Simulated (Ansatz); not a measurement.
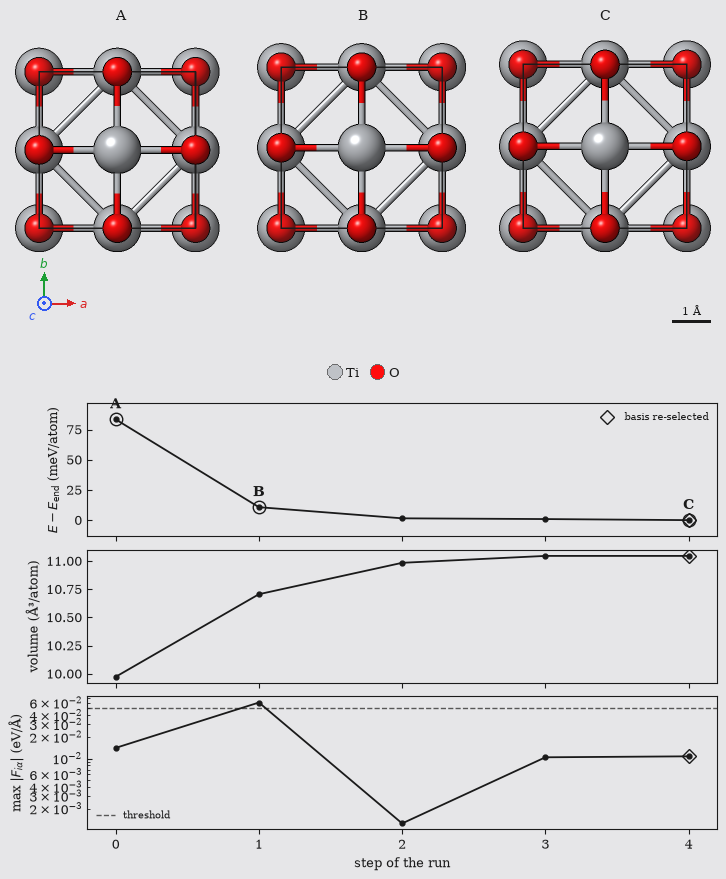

Frames of a relaxation of crystalline Ti3O4 (set up in I4/mmm) (coarse preliminary run), marked on the history of the run. The picture is a ball-and-stick view of the conventional cell (2 times the calculation's cell), seen along the c axis. Lengths and directions refer to the drawn axes.

Level of theory: DFT r2SCAN+U, scalar-relativistic, plane waves, PAW in Ansatz 0.2.0.

Input file:
```yaml
crystal:
  lattice:
    - [-2.06590889, 2.06590889, 4.08913398]
    - [2.06590889, -2.06590889, 4.08913398]
    - [2.06590889, 2.06590889, -4.08913398]
  atoms:
    - { symbol: Ti, position: [0.25, 0.75, 0.5], spin: 0.91 }
    - { symbol: Ti, position: [0.5, 0.5, 0.0], spin: 1.24 }
    - { symbol: Ti, position: [0.75, 0.25, 0.5], spin: 0.91 }
    - { symbol: O, position: [0.0, 0.5, 0.5] }
    - { symbol: O, position: [0.24411514, 0.24411514, 0.0] }
    - { symbol: O, position: [0.5, 0.0, 0.5] }
    - { symbol: O, position: [0.75588486, 0.75588486, 0.0] }
basis:
  ecutwfc: 500
kpoints:
  mp_grid: { grid: [6, 6, 6] }
hamiltonian:
  xc: r2scan
  hubbard: { sites: [{ species: Ti, l: d, u_eff: 4.0 }] }
scf:
  occupations: { method: gaussian, width: 0.1 }
output:
  forces: true
  stress: true
  eigenvalues: true
  populations: true
magnetization:
  spin_polarized: true
relax:
  adjacent_minimum: "off"
  f_tol: 0.05
  max_steps: 80
  cell: { stress_tol: 0.5 }
```

Run as
```bash
ansatz run input.yaml --threads 2 --pin off --max-ram 5120MiB --backend cpu --events-out ev --progress --plain --runs-dir out
```

What happens along the run?

Answer. The largest moves relative to the cell, 0.013 Å, are those of O5 and O7. O7 goes along −c. Ti stays in place. The drawn cell changes as follows: a = b 4.132 → 4.326 Å (+4.7 %), c 8.178 → 8.263 Å (+1.0 %); the volume changes by +10.8 %. Among the contacts that change: Ti1–Ti3 2.922 → 3.059 Å, Ti1–O5 2.066 → 2.163 Å, Ti1–Ti2 2.907 → 2.991 Å, Ti1–O4 2.045 → 2.066 Å. The space group stays I4/mmm (No. 139). After 3 accepted moves (4 points after the start) the energy has fallen by 83.4 meV per atom. The largest force component goes from 0.014 to 0.011 eV/Å. The pressure goes from 23.46 to −0.01 GPa. The SCF was repeated once at an unchanged geometry on a basis and grid sized afresh for the cell, which shifted the energy by 0.9 meV per atom at most. The run may lie on a higher electronic state than the lowest, so the end point isn't shown to be the ground-state structure. Cost: 52 s on 2 threads of Intel(R) Xeon(R) 6975P-C (Granite Rapids), on a shared host, peak memory 0.94 GiB. From step 0 to 1: O atoms move most (0.02 Å), volume +7.3 %, energy −72.7 meV per atom. From step 1 to 4: volume +3.2 %, energy −10.7 meV per atom.

```csv
step,"E − E(0), meV/atom","largest force component, eV/Å","pressure, GPa","volume, Å³/atom",note
0,0.00,0.0141,23.46,9.973,
1,-72.68,0.0605,6.13,10.705,
2,-81.91,0.0012,0.96,10.984,
3,-82.52,0.0104,-0.02,11.045,
4,-83.41,0.0107,-0.01,11.045,"same geometry, new basis"
```
